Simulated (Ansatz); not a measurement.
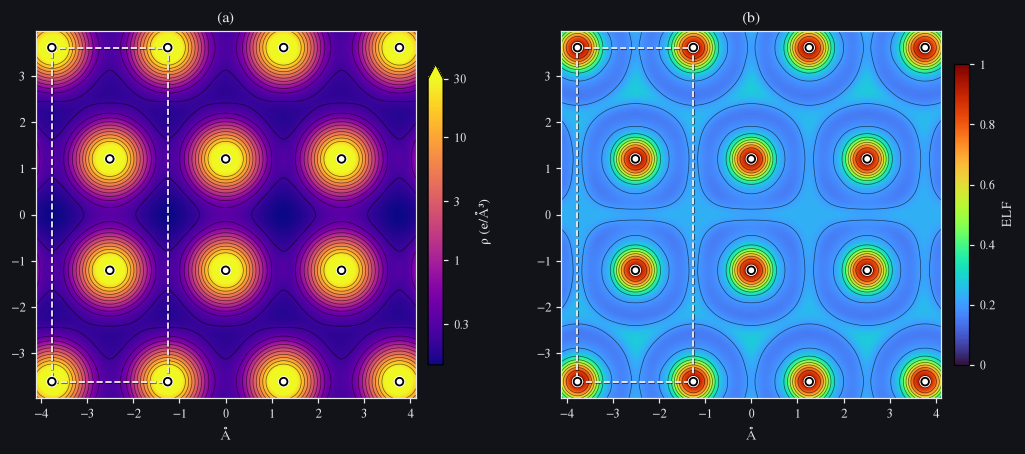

*Cu. (a) valence pseudo-density; (b) electron localisation function on the (110) plane of the conventional cell. Circles mark the nuclei in the plane (Cu).*

Space group P6/mmm; set up as Cu, omega (AlB2-type); a generated structure, not necessarily the stable one; computed without spin polarisation.

Level of theory: Ansatz 0.2.0, DFT, RPBE, plane waves (420 eV) with PAW, scalar-relativistic.

```
CELL_PARAMETERS angstrom
4.17601 0.00000 0.00000
-2.08800 3.61653 0.00000
0.00000 0.00000 2.50882
ATOMIC_POSITIONS crystal
Cu 0.00000 0.00000 0.00000
Cu 0.33333 0.66667 0.50000
Cu 0.66667 0.33333 0.50000
```

> What do the fields say about this system?

- The section cuts through Cu sites.
- Cu–Cu (2.41 Å): the density is about 0.33 e/Å³ at the midpoint; the ELF is about 0.20 at the midpoint; no shared electron pair shows on this line.
- Cu–Cu (2.51 Å): ρ at the midpoint is about 0.27 e/Å³; the ELF is about 0.20 at the midpoint; no localised pair shows between them.
- Between the atoms the lowest density in this plane is 0.14 e/Å³.
- The features right at Cu lie inside the PAW spheres, where the map follows smoothed inner orbitals and isn't to be read closely.

> Metal or insulator at this level of theory?

It is gapless in this calculation (a metal or semimetal).
